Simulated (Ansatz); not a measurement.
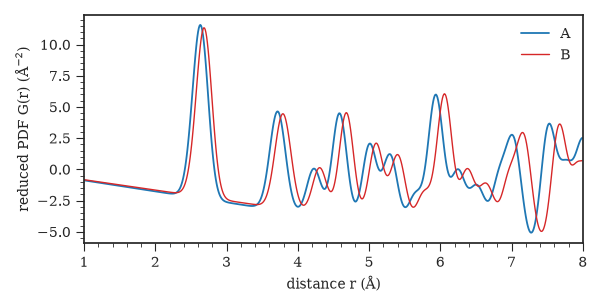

Simulated X-ray pair distribution function, G(r) = R(r)/r − 4πρ₀r, summed over the atomic distances of the structure with each pair weighted by the product of the atomic numbers (X-ray weights at Q = 0); every distance is a Gaussian of σ = 0.10 Å. There is no Q-range truncation. Both curves are of Rh in space group Cmcm, for two cells of different size. A: the input geometry of an electronic-structure calculation (not necessarily at equilibrium); the starting structure was generated, so it need not be a known form of this composition; B: the input geometry of an electronic-structure calculation (not necessarily at equilibrium); the starting structure was generated, so it need not be a known form of this composition.

Q: Which cell is the larger, and by how much?

A: Cell B is larger: the volume of B is 6.2 % above that of A (14.24 and 15.13 Å³ per atom), a mean linear change of 2.0 %. The shortest distance is 2.552 Å in A and 2.602 Å in B.

Q: Give both cells.

A: Cell A: a = 2.647 Å, b = 8.040 Å, c = 2.676 Å, α = 90.00°, β = 90.00°, γ = 90.00°
Cell B: a = 2.706 Å, b = 8.192 Å, c = 2.730 Å, α = 90.00°, β = 90.00°, γ = 90.00°
